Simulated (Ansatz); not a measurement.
```
CELL_PARAMETERS angstrom
4.51529 0.00000 0.00000
-2.25765 3.91036 0.00000
0.00000 0.00000 2.79879
ATOMIC_POSITIONS crystal
Ti 0.00000 0.00000 0.00000
Ti 0.33333 0.66667 0.50000
Ti 0.66667 0.33333 0.50000
```

Space group P6/mmm; a structure from a database of computed crystals, not necessarily the ambient phase; computed without spin polarisation.

The calculation used DFT PBEsol, scalar-relativistic, plane waves, PAW in Ansatz 0.2.0.

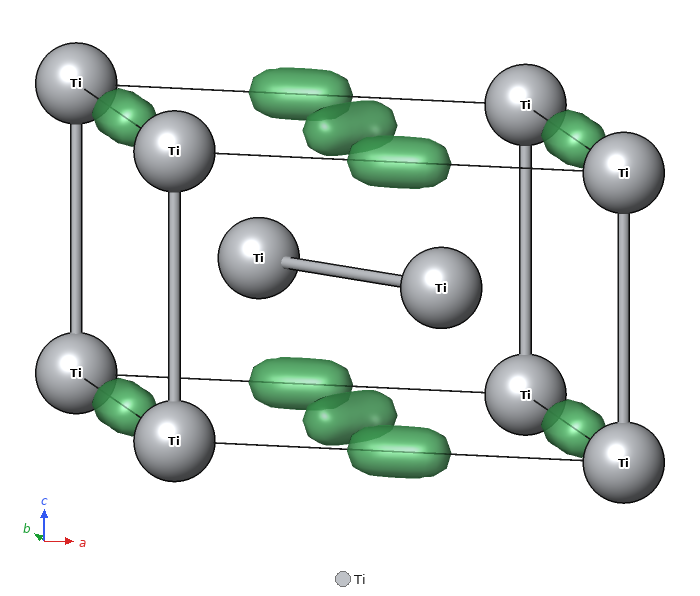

Ti. Isosurface of the electron localisation function at 0.7 (green), seen slightly off an axis. Only the valence region is drawn (cores and ρ < 0.01 e/Å³ removed). Sticks mark near contacts.

**Where are the electrons localised?**

The ELF exceeds this value in three pockets between the atoms, centred on no nucleus (multi-centre or interstitial), counted in one cell of 3 atoms. Any copies at cell faces, edges or corners count once. There are no localised bonds or lone pairs at this value. Along the contacts the grid gives the following. Ti–Ti (2.61 Å): the ELF is about 0.10 at the midpoint; no localised pair shows between them. Ti–Ti (2.80 Å): the ELF is about 0.20 at the midpoint; no localised pair shows between them.
